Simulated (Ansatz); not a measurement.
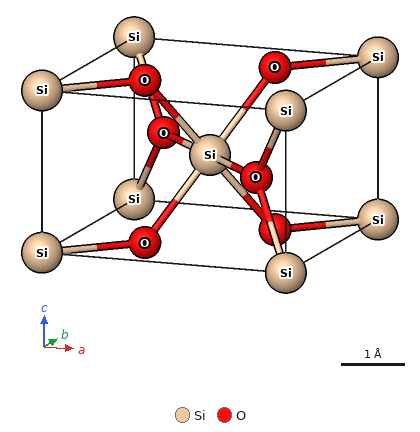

Phonons of a crystal of SiO$_{2}$, space group P4₂/mnm (No. 136), at the zone centre. Style: ball-and-stick. Shown: the cell of the calculation, slightly off an axis.

All numbers below come from DFT r2SCAN, scalar-relativistic, plane waves, PAW (Ansatz). Settings: plane-wave cutoff 500 eV; k-point mesh 6 × 6 × 8; occupations gaussian; smearing width 0.05 eV; no spin polarisation.

Frequencies are those without the non-analytic (LO–TO) term.

### Which optical modes does it have, at what frequencies, and is it stable there?

The calculation's cell holds 6 atoms, so there are 15 optical modes, in 11 levels. The optical modes span B₁g + 2B₁u + 3E_u + E_g + A₂g + A₂u + A₁g + B₂g. No level is unstable.

```csv
level,symmetry,frequency (cm⁻¹),activity
1,B₁g,232,Raman-active
2,B₁u,390,silent
3,E_u,465,infrared-active
4,E_u,575,infrared-active
5,E_g,586,Raman-active
6,A₂g,611,silent
7,A₂u,655,infrared-active
8,A₁g,754,Raman-active
9,B₁u,757,silent
10,E_u,830,infrared-active
11,B₂g,957,Raman-active
```

The modes drawn as arrows (one member of each degenerate set), 6 of the levels:

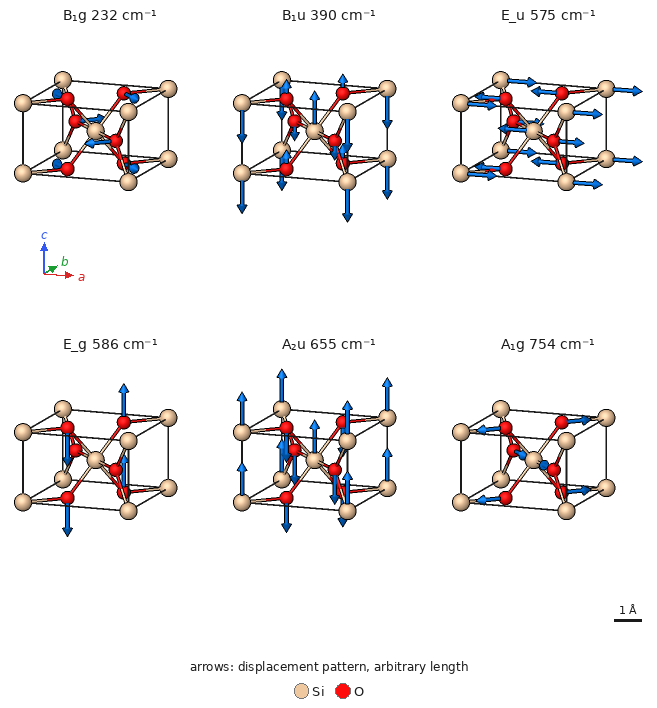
